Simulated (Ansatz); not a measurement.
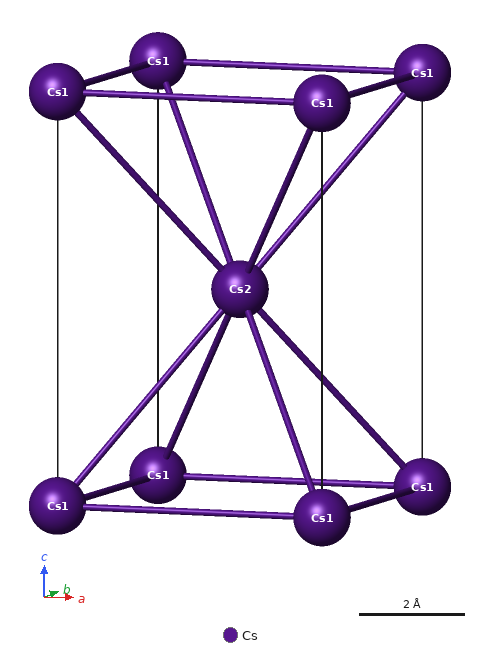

This is solid Cs (set up in I4/mmm). A ball-and-stick model of the cell of the calculation, seen slightly off an axis.

Level of theory: Ansatz 0.2.0, DFT PBE, scalar-relativistic, plane waves, PAW. (plane-wave cutoff 420 eV; k-point mesh 8 × 8 × 6; occupations gaussian; smearing width 0.1 eV; no spin polarisation)

Now this is done to it. Strain along c alone, −3.0 %, is applied. Symmetry leaves the atoms no freedom, so this is a single point.

Q: What does the calculation give for the changed structure?

A: The energy changes by less than 1 meV per atom. The pressure goes from 0.0 to 0.1 GPa. All forces vanish by symmetry. Some distances before and after: Cs–Cs 5.528 → 5.442 Å. The space group stays I4/mmm (No. 139).

The changed structure in the same view:

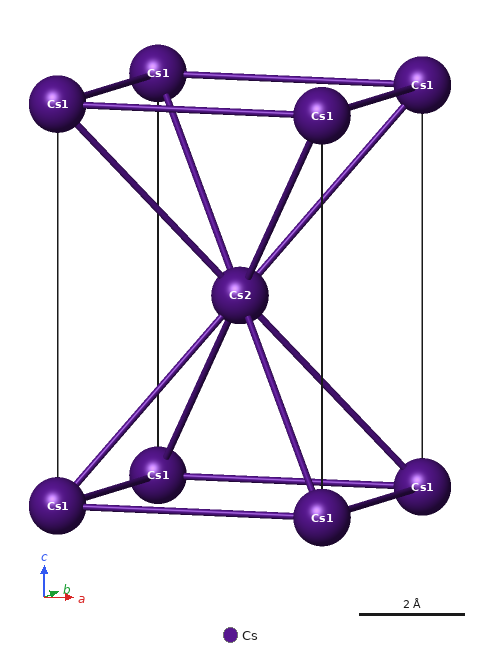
